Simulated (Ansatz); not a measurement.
Consider Si (cell charge −2, with a compensating background) (cell with a defect).

Input file:

```
crystal:
  lattice:
    - [-5.4696766519, -5.4696766519, 5.4696766519]
    - [5.4696766519, 5.4696766519, 5.4696766519]
    - [-5.4696766519, 5.4696766519, -5.4696766519]
  atoms:
    - { symbol: Si, position: [0.0, 0.5, 0.0] }
    - { symbol: Si, position: [0.25, 0.75, 0.75] }
    - { symbol: Si, position: [0.0, 0.0, 0.75] }
    - { symbol: Si, position: [0.5, 0.75, 0.5] }
    - { symbol: Si, position: [0.25, 0.0, 0.5] }
    - { symbol: Si, position: [0.0, 0.25, 0.5] }
    - { symbol: Si, position: [0.75, 0.75, 0.25] }
    - { symbol: Si, position: [0.5, 0.0, 0.25] }
    - { symbol: Si, position: [0.25, 0.25, 0.25] }
    - { symbol: Si, position: [0.0, 0.5, 0.25] }
    - { symbol: Si, position: [0.75, 0.0, 0.0] }
    - { symbol: Si, position: [0.5, 0.25, 0.0] }
    - { symbol: Si, position: [0.25, 0.5, 0.0] }
    - { symbol: Si, position: [0.75, 0.25, 0.75] }
    - { symbol: Si, position: [0.5, 0.5, 0.75] }
    - { symbol: Si, position: [0.75, 0.5, 0.5] }
    - { symbol: Si, position: [0.25, 0.5, 0.75] }
    - { symbol: Si, position: [0.0, 0.75, 0.75] }
    - { symbol: Si, position: [0.5, 0.5, 0.5] }
    - { symbol: Si, position: [0.25, 0.75, 0.5] }
    - { symbol: Si, position: [0.0, 0.0, 0.5] }
    - { symbol: Si, position: [0.75, 0.5, 0.25] }
    - { symbol: Si, position: [0.5, 0.75, 0.25] }
    - { symbol: Si, position: [0.25, 0.0, 0.25] }
    - { symbol: Si, position: [0.0, 0.25, 0.25] }
    - { symbol: Si, position: [0.75, 0.75, 0.0] }
    - { symbol: Si, position: [0.5, 0.0, 0.0] }
    - { symbol: Si, position: [0.25, 0.25, 0.0] }
    - { symbol: Si, position: [0.75, 0.0, 0.75] }
    - { symbol: Si, position: [0.5, 0.25, 0.75] }
    - { symbol: Si, position: [0.75, 0.25, 0.5] }
total_charge: -2
basis:
  ecutwfc: 420
  xc_grid: 2
kpoints:
  mp_grid: { grid: [2, 2, 2], shift: [0.5, 0.5, 0.5] }
hamiltonian:
  xc: pbe
scf:
  occupations: { method: gaussian, width: 0.02 }
output:
  forces: true
  stress: false
  eigenvalues: true
  write_density: true
  write_potential: true
  elf: true
  volumetric_format: npy
relax:
  adjacent_minimum: "off"
  f_tol: 0.02
  max_steps: 60
```

Command:

```sh
ansatz run input.yaml --threads 4 --pin off --max-ram 10240MiB --backend cpu --events-out ev --progress --plain --runs-dir out
```

The fields are those of the run's last geometry, not of the input's.

Computed with DFT PBE, scalar-relativistic, plane waves, PAW in Ansatz.

> Predict the valence pseudo-density and electron localisation function between the atoms.

Si–Si (2.39 Å): ρ at the midpoint is about 0.55 e/Å³; the ELF peaks at about 0.95 between the atoms.

> Does the calculation make it a metal, or give it a gap?

It is gapless in this calculation (a metal or semimetal).

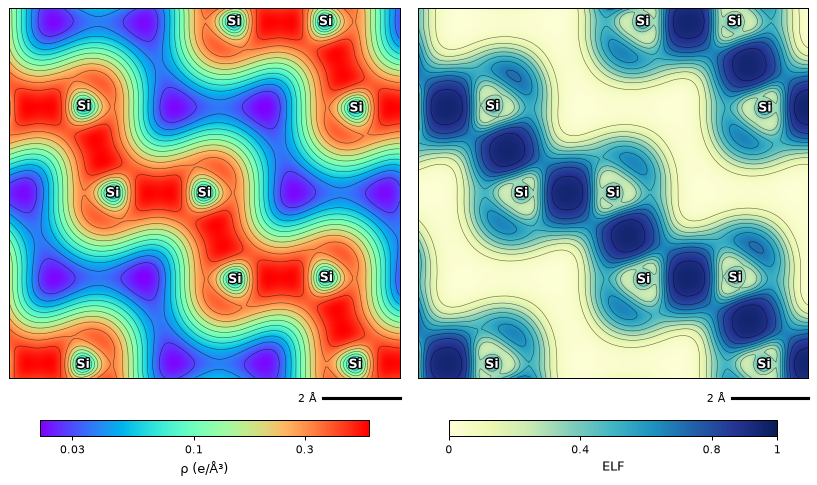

Computed valence pseudo-density and electron localisation function on the (100) plane of the calculation cell, in this order. 

The density is the valence pseudo-density of a PAW calculation; it isn't the true density close to the nuclei.
